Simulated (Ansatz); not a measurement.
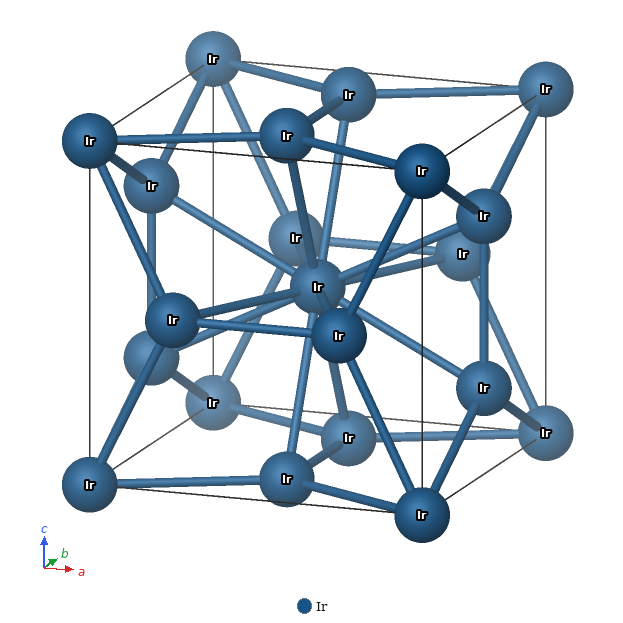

The image is a ball-and-stick drawing of a crystal, viewed slightly off an axis. Atoms at the boundary of the conventional unit cell (the box) are drawn once for each face, edge or corner they touch.

How many atoms does the box hold, once sharing is allowed for?

8 (iridium), counting shared atoms by their share.

What kind of lattice is this?

Primitive cubic.

Give the space group.

Pm-3n (No. 223), with Ir on 2a and Ir on 6c.

What structure family is shown?

Β-tungsten (A15) type.

Starting structure: a textbook structure type filled with this element (whether it is the usual form wasn't checked). This is the structure after a relaxation with DFT r2SCAN, scalar-relativistic, plane waves, PAW (Ansatz).
